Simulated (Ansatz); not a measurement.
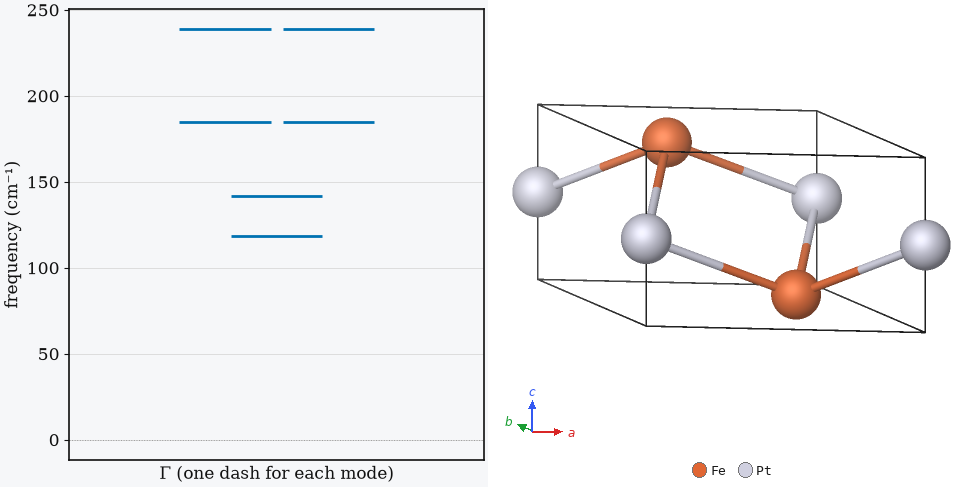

Method: harmonic phonon frequencies at the zone centre with atoms at rest in the given cell, without the long-range term of polar modes, the three translations left out, imaginary frequencies are negative; plane waves with PAW datasets, Γ-centred k mesh (Ansatz 0.2.0). Level: PBE, collinear spin. The state reached is ferromagnetic.

- wave cutoff: 420 eV
- k mesh: 12×12×18
- occupations: Gaussian
- smearing width: 0.2 eV
- pressure: 0 GPa
- phonon method: linear response

Structure:
```
Fe Pt
1.0
     4.18734    0.00000    0.00000
    -2.09367    3.62634    0.00000
     0.00000    0.00000    2.64737
Fe Pt
2 1
Direct
  0.33333 0.66667 0.88438
  0.66667 0.33333 0.11562
  0.00000 0.00000 0.50000
```

Zone-centre optical phonon frequencies (the three acoustic modes are left out) for Fe₂Pt, space group P-3m1 (No. 164) (cell built by us, not taken from a database). The conventional cell is drawn beside the plot.

No frequency is imaginary, so the structure is stable to these displacements (zone-boundary modes weren't tested here). The highest mode lies at 238.8 cm⁻¹. The optical modes lie at 118.7, 141.9, 184.6 (×2), 238.8 (×2) cm⁻¹.

Keep in mind: metal sensitive to the k mesh.

Input of the run:
```
crystal:
  lattice:
    - [4.1873352883, 0.0, 0.0]
    - [-2.0936676441, 3.6263387338, 0.0]
    - [0.0, 0.0, 2.6473699758]
  atoms:
    - { symbol: Fe, position: [0.3333333333, 0.6666666667, 0.8843844993], spin: 3.04 }
    - { symbol: Fe, position: [0.6666666667, 0.3333333333, 0.1156155007], spin: 3.04 }
    - { symbol: Pt, position: [0.0, 0.0, 0.5], spin: 0.51 }
basis:
  ecutwfc: 420
kpoints:
  mp_grid: { grid: [12, 12, 18] }
hamiltonian:
  xc: pbe
scf:
  occupations: { method: gaussian, width: 0.2 }
output:
  eigenvalues: true
  populations: true
magnetization:
  spin_polarized: true
phonons:
  method: dfpt
  eigenvectors: true
```

Command:
```bash
ansatz run input.yaml --threads 1 --pin off --max-ram 2560MiB --backend cpu --events-out ev --progress --plain --runs-dir out
```
